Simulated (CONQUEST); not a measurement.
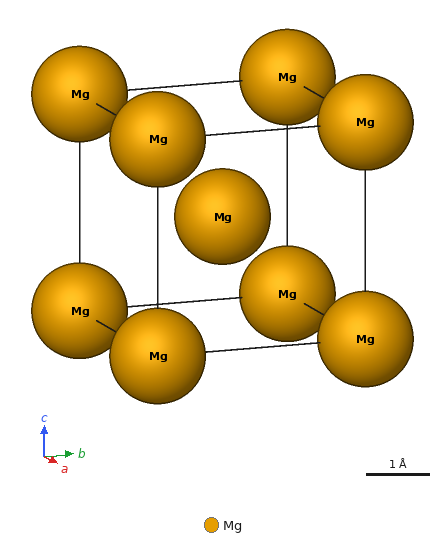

**Figure 1.** The structure (spheres-only view of the cell of the calculation, seen slightly off an axis).

## Single-point calculation at one volume of an equation of state of Mg

System: Mg (Im-3m, 2 atoms in the cell).
Method: Kohn-Sham DFT of a periodic cell, PBE, PseudoDojo NC PBE, no spin polarisation (CONQUEST 1.3).

The structure derives from a Materials Project entry. It belongs to a series of runs on one base structure; here: volume scaled by 1.0.

The program's output
```
Simulation cell dimensions:     6.7001 a0 x     6.7001 a0 x     6.7001 a0

      Atomic coordinates (a0)
         Atom         X         Y         Z  Species
            1    0.0000    0.0000    0.0000        1
            2    3.3500    3.3500    3.3500        1

         Monkhorst-Pack mesh:   8 x   8 x   8 gamma-centred
        This calculation includes non-local pseudopotentials,
         with a maximum core radius of      9.03060065

    Job title: Mg
    Job to be run: static calculation

    Ground state search:
      Support functions represented with PAO basis
      1:1 PAO to SF mapping
      Non-spin-polarised electrons
      Solving for the K matrix using diagonalisation
      Using Fermi-Dirac smearing

    Integration grid size:     36 x   36 x   36

    Integration grid spacing:  0.186 a0 x 0.186 a0 x 0.186 a0

    Number of species:  1
    --------------------------------------------------------
    |   #  mass (au)  Charge (e)  SF Rad (a0)  NSF  Label  |
    --------------------------------------------------------
    |   1     24.310      10.000        9.306    9  Mg     |
    --------------------------------------------------------
          SCF tolerance:                 0.00000100
          SCF iterations:               100

    The functional used will be GGA PBE96

           radial cut-off to be used is taken to be max PAO cut-off radius for this species:    9.030601

           greatest ang. mom. for making density from PAOs:  1
    Minimum blocs/proc is      729. Maximum blocs/proc is      729
    set_atom_dens: In set_atomic_density, electrons :      20.000000000000
 matrix_size & matrix_size_padH =           18          18

    Screened ion int: energy:     -90.177233592326 Ha

    new_SC_potl: Starting.  Tolerance:  0.10000E-05

    PulayMixSC: Starting Pulay mixing, A_up =  0.500 A_dn =  0.500
    PulayMixSC: Spin non-polarised calculation.
          Harris-Foulkes Energy            :      -118.766146851966809 Ha
          GroundState Energy (E-(1/2)TS)   :      -118.766271723690110 Ha
          Free Energy (E-TS)               :      -118.766396595413411 Ha
          DFT Total Energy                 :      -118.762781936664084 Ha
          Total number of electrons        :        20.000000000000867
    PulayMixSC: Pulay iteration     1 residual:              0.18335E-02
          Harris-Foulkes Energy            :      -118.763792821842998 Ha
          GroundState Energy (E-(1/2)TS)   :      -118.763921673747191 Ha
          Free Energy (E-TS)               :      -118.764050525651399 Ha
          DFT Total Energy                 :      -118.763131241451120 Ha
          Total number of electrons        :        20.000011647759322
    PulayMixSC: Pulay iteration     2 residual:              0.82504E-03
          Harris-Foulkes Energy            :      -118.763204185450718 Ha
          GroundState Energy (E-(1/2)TS)   :      -118.763336541826888 Ha
          Free Energy (E-TS)               :      -118.763468898203058 Ha
          DFT Total Energy                 :      -118.763203039927006 Ha
          Total number of electrons        :        20.000022737869916
    PulayMixSC: Pulay iteration     3 residual:              0.10147E-03
          Harris-Foulkes Energy            :      -118.763203021123957 Ha
          GroundState Energy (E-(1/2)TS)   :      -118.763335366038476 Ha
          Free Energy (E-TS)               :      -118.763467710952980 Ha
          DFT Total Energy                 :      -118.763203017868349 Ha
          Total number of electrons        :        20.000022442125506
    PulayMixSC: Pulay iteration     4 residual:              0.40045E-05
          Harris-Foulkes Energy            :      -118.763202700990149 Ha
          GroundState Energy (E-(1/2)TS)   :      -118.763335045986224 Ha
          Free Energy (E-TS)               :      -118.763467390982314 Ha
          DFT Total Energy                 :      -118.763202701002768 Ha
          Total number of electrons        :        20.000022167678178
    PulayMixSC: Pulay iteration     5 residual:              0.11719E-06
    PulayMixSC: Reached SCF tolerance of  0.11719E-06 after      5 iterations
      | Number of electrons      =        20.000022
      |* band energy as 2Tr[K.H] =       -34.093156705376828 Ha
      |  screened ion-ion energy =       -90.177233592325848 Ha
      |  Ha correction           =         0.788046246766451 Ha
      |  XC correction           =         4.719141700302027 Ha
      | GS Energy as E-(1/2)TS   =      -118.763335045986224 Ha
      | Free Energy as E-TS      =      -118.763467390982314 Ha
      |* Harris-Foulkes energy   =      -118.763202700990149 Ha
      |* DFT total energy        =      -118.763202701002768 Ha
      |  estimated accuracy      =         0.000000000012619 Ha

    force: Forces on atoms (Ha/a0)
    force:  Atom   X              Y              Z
    force:     1   0.0000000000   0.0000000000   0.0000000000
    force:     2  -0.0000000000   0.0000000000   0.0000000000

    force: Maximum force :        0.00000000(Ha/a0) on atom         1 in z direction
    force: Force Residual:        0.00000000 Ha/a0
    force: Total stress:         -1.57353065     0.00000000     0.00000000 GPa
                             0.00000000    -1.57353065     0.00000000
                             0.00000000     0.00000000    -1.57353065
    force: Average pressure:      1.57353065 GPa

    force: Finished force
    get_E_and_F: Change in energy during last step of electronic optimisation:  0.32013E-06

    BIBLIOGRAPHY: Please consider citing the following references in the conquest.bib file

    CONQUEST:         Bowler2002pt, Miyazaki2004, Nakata2020
    Basis:            Bowler2019
    DM:               Bowler:2006xr
    Pseudopotentials: Hamann2013, Bowler2019
    XC functional:    Perdew1996
```

File coords.dat
```
    6.7000787637     0.0000000000     0.0000000000
    0.0000000000     6.7000787637     0.0000000000
    0.0000000000     0.0000000000     6.7000787637
2
  0.0000000000   0.0000000000   0.0000000000 1 T T T
  0.5000000000   0.5000000000   0.5000000000 1 T T T
```

The run was set up as follows.

Input file
```
IO.Title Mg
IO.Coordinates coords.dat
IO.FractionalAtomicCoords T
IO.Iprint 2
IO.Iprint_init 1
General.NumberOfSpecies 1
General.PseudopotentialType hamann
AtomMove.TypeOfRun static
AtomMove.FullStress T
Grid.PointsAlongX 36
Grid.PointsAlongY 36
Grid.PointsAlongZ 36
DM.SolutionMethod diagon
Diag.MPMesh T
Diag.GammaCentred T
Diag.MPMeshX 8
Diag.MPMeshY 8
Diag.MPMeshZ 8
Diag.kT 0.00183747
minE.SCTolerance 1e-6
SC.MaxIters 100
IO.AtomChargeOutput T
%block ChemicalSpeciesLabel
1 24.310 Mg
%endblock
```

Launch command:
```bash
Conquest
```

Results in brief

```json
{"quantity": "outcome", "value": "converged"}
{"quantity": "space group (tolerance 0.01 Å)", "value": "Im-3m (229)"}
{"quantity": "electrons treated", "value": "20"}
{"quantity": "free energy", "value": "−3231.7186 eV"}
{"quantity": "Fermi energy", "value": "−4.381 eV"}
{"quantity": "gap on the k-point mesh", "value": "none (metallic)"}
{"quantity": "pressure", "value": "1.57 GPa"}
{"quantity": "largest force (length of the vector)", "value": "under 0.001 eV/Å"}
{"quantity": "hardware", "value": "1 thread of Intel Xeon (Sapphire Rapids), 16 GiB of memory available, shared host"}
{"quantity": "wall time", "value": "21 s"}
{"quantity": "peak memory", "value": "0.37 GiB"}
```
